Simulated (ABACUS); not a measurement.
# Ta₂N: 7 runs along one coordinate

System: Ta₂N (P-3m1, 3 atoms in the cell).
Method: Kohn-Sham DFT of a periodic cell, PBE, PseudoDojo NC SR 0.4.1 PBE standard, no spin polarisation (ABACUS 3.10.1).

The 7 runs differ only in the geometry, by an even scaling of the cell at fixed fractional positions. The structure derives from a Materials Project entry.

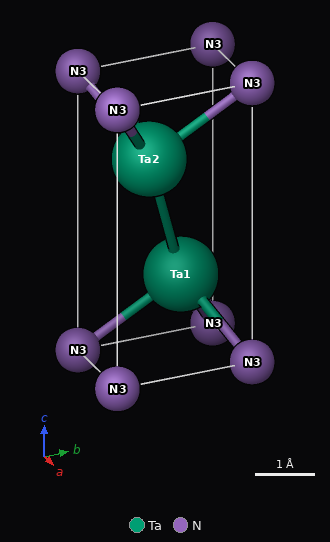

Figure 1. The structure of run 4 (ball-and-stick view of the cell of the calculation, seen slightly off an axis; atoms are numbered from 1 in the order of the input).

## Input of run 4
```
INPUT_PARAMETERS
suffix              Ta2N
calculation         scf
basis_type          lcao
pseudo_dir          ./
orbital_dir         ./
symmetry            1
dft_functional      pbe
ecutwfc             100
pseudo_rcut         10
nspin               1
nbands              20
ks_solver           genelpa
smearing_method     fd
smearing_sigma      0.00367493
scf_thr             1e-07
scf_nmax            100
mixing_type         broyden
mixing_beta         0.7
cal_force           1
cal_stress          1
out_mul             1
```

## File STRU of run 4
```
ATOMIC_SPECIES
Ta 180.9479 Ta.upf
N 14.0070 N.upf

NUMERICAL_ORBITAL
Ta_confined-atom_7au_3s2p2d1f.orb
N_confined-atom_6au_2s2p1d.orb

LATTICE_CONSTANT
1.8897261246

LATTICE_VECTORS
3.1128615060 0.0000000000 0.0000000000
-1.5564307530 2.6958171426 0.0000000000
0.0000000000 0.0000000000 4.8698410000

ATOMIC_POSITIONS
Direct

Ta
0.0
2
0.3333333333 0.6666666667 0.2547110000 1 1 1
0.6666666667 0.3333333333 0.7452890000 1 1 1

N
0.0
1
0.0000000000 0.0000000000 0.0000000000 1 1 1
```

## File KPT of run 4
```
K_POINTS
0
Gamma
10 10 6 0 0 0
```

Command:
```bash
OMP_NUM_THREADS=1 mpirun -np 4 abacus > log
```

Lattice vectors (Å) and fractional positions of run 4:
```
   3.112862    0.000000    0.000000
  -1.556431    2.695817    0.000000
   0.000000    0.000000    4.869841
Ta  0.333333  0.666667  0.254711
Ta  0.666667  0.333333  0.745289
N   0.000000  0.000000  0.000000
```

Run 5 differs from it as follows:
```diff
-3.1128615060 0.0000000000 0.0000000000
--1.5564307530 2.6958171426 0.0000000000
-0.0000000000 0.0000000000 4.8698410000
+3.1334770837 0.0000000000 0.0000000000
+-1.5667385418 2.7136707566 0.0000000000
+0.0000000000 0.0000000000 4.9020925425
```

## Results, with one run withheld

| run | volume per atom (Å³) | free energy per atom, from the lowest run given (meV) | pressure (GPa) |
| --- | --- | --- | --- |
| 1 | 12.805 | 43.49 | 18.81 |
| 2 | 13.077 | 17.76 | 11.59 |
| 3 | 13.350 | 3.66 | 5.11 |
| 4 | 13.622 | 0.00 | −0.71 |
| 5 | 13.895 | ? | ? |
| 6 | 14.167 | 19.93 | −10.65 |
| 7 | 14.439 | 41.68 | −14.87 |

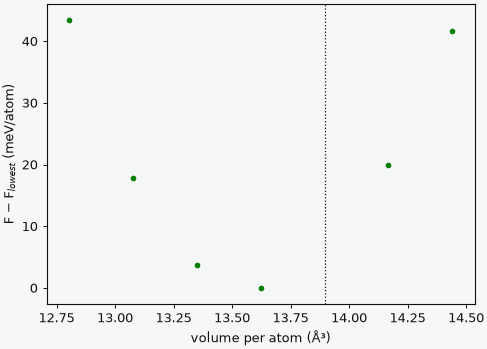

Figure 2. Free energy per atom of the runs given; the dotted line marks run 5.

Estimate the energy of run 5 from the others.

A cubic polynomial in V^(−2/3) (the Birch–Murnaghan form), fitted to the 6 runs given, misses them by at most 0.02 meV per atom. With x = V^(−2/3) − 0.17589 Å⁻², it reads F = −0.013887 + 461.08 x + 8.6386e+05 x² + 8.0014e+05 x³ (meV per atom). At run 5 it gives 5.76 meV per atom, and the run itself gives 5.74. The slope of the fit gives a pressure −dF/dV of −5.96 GPa there, and the run prints −5.94 GPa. The fit has its minimum at 13.587 Å³ per atom, where V d²F/dV² gives 279 GPa. Cell shape and fractional positions are held, so this is the stiffness under even scaling; the relaxed bulk modulus wasn't computed.

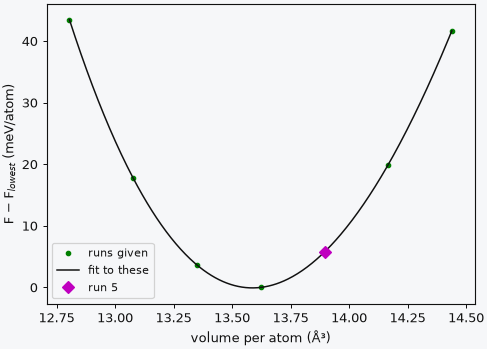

Figure 3. The fit and the withheld run.

## Some lines of the output (run 5)
```
[...]
 E_Fermi        1.3920011616         18.9391474204
 E_Fermi        1.4002685978         19.0516316609
 E_Fermi        1.3974982366         19.0139389621
 E_Fermi        1.3980641154         19.0216381385
 E_Fermi        1.3984182004         19.0264557129
 E_Fermi        1.3983979351         19.0261799886
 E_Fermi        1.3984030961         19.0262502073
 E_Fermi        1.3984023194         19.0262396406
 E_KS(sigma->0) -281.3250901418      -3827.6242162919
 E_Fermi        1.3984022358         19.0262385033
 final etot is -3827.6311809 eV
 EFERMI = 19.026238503 eV
 TOTAL-PRESSURE: -59.439101 KBAR
 !FINAL_ETOT_IS -3827.6311808664927412 eV
```

Notes: Points of doubt noted for this run: home made orbitals. Spin–orbit coupling is left out, which matters for Ta. The cell holds an odd number of electrons but the run has no spin polarisation, so it comes out as a metal.
